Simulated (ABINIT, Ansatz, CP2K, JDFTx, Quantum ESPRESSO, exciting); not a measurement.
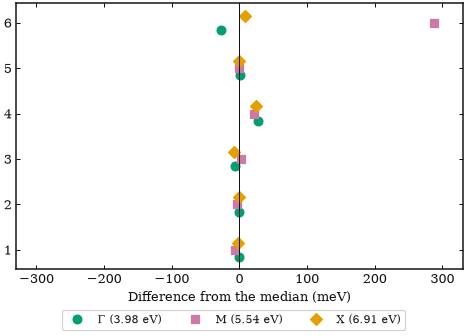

Lowest conduction level at each named k point, counted from the valence-band top at M, for CsCl-type NaCl, space group Pm-3m (No. 221), 2 atoms in the cell; cubic a = 3.502 Å. Six programs ran PBE (no spin polarisation, no spin-orbit coupling) on the same cell and 8×8×8 k mesh. The plot shows each result less the median of the plane-wave and all-electron runs, which the legend gives.

### The programs are ABINIT, Ansatz LAPW, CP2K, JDFTx, Quantum ESPRESSO and exciting. Which number lies farthest out, and which program is it likely to be?

Number 6, off by +287 meV at M; it is CP2K (local basis). The numbers: 1 Ansatz LAPW; 2 Quantum ESPRESSO; 3 ABINIT; 4 exciting; 5 JDFTx; 6 CP2K.

The plane-wave and all-electron programs (ABINIT, exciting, JDFTx, Ansatz LAPW and Quantum ESPRESSO) agree within 34 meV at these points. CP2K departs by up to +287 meV (at M).

| program | kind | valence electrons | Γ (eV) | M (eV) | X (eV) |
| --- | --- | --- | --- | --- | --- |
| Ansatz LAPW | all-electron | – | 3.979 | 5.530 | 6.912 |
| Quantum ESPRESSO | plane waves | 16 | 3.978 | 5.532 | 6.914 |
| ABINIT | plane waves | 16 | 3.973 | 5.539 | 6.906 |
| exciting | all-electron | – | 4.006 | 5.558 | 6.939 |
| JDFTx | plane waves | 16 | 3.980 | 5.536 | 6.914 |
| CP2K | local basis | 16 | 3.951 | 5.823 | 6.922 |

Settings. all-electron LAPW, Fermi-Dirac smearing of 0.05 eV (Ansatz 0.2.0). SSSP 1.3 efficiency PBE, 748 eV cutoff, Fermi-Dirac smearing of 0.05 eV (Quantum ESPRESSO 7.5). JTH PAW PBE v2.0, 1088 eV cutoff, Fermi-Dirac smearing of 0.05 eV (ABINIT). all-electron LAPW+lo, shipped species files, valence relativity iora*, Gaussian smearing of 0.012 eV (exciting sodium). PseudoDojo-SR-PBE-0.5-standard, 1197 eV cutoff, Fermi-Dirac smearing of 0.05 eV (JDFTx 1.7.0 (patched build)). POTENTIAL_UZH Cl GTH-PBE-q7, Na GTH-PBE-q9; TZVP-MOLOPT-PBE-GTH basis, Fermi-Dirac smearing of 0.05 eV (CP2K).

LDA, GGA and most meta-GGA functionals understate gaps. The usual form of NaCl is rocksalt. CP2K: the basis of atomic orbitals isn't converged, which shifts gaps and empty levels.
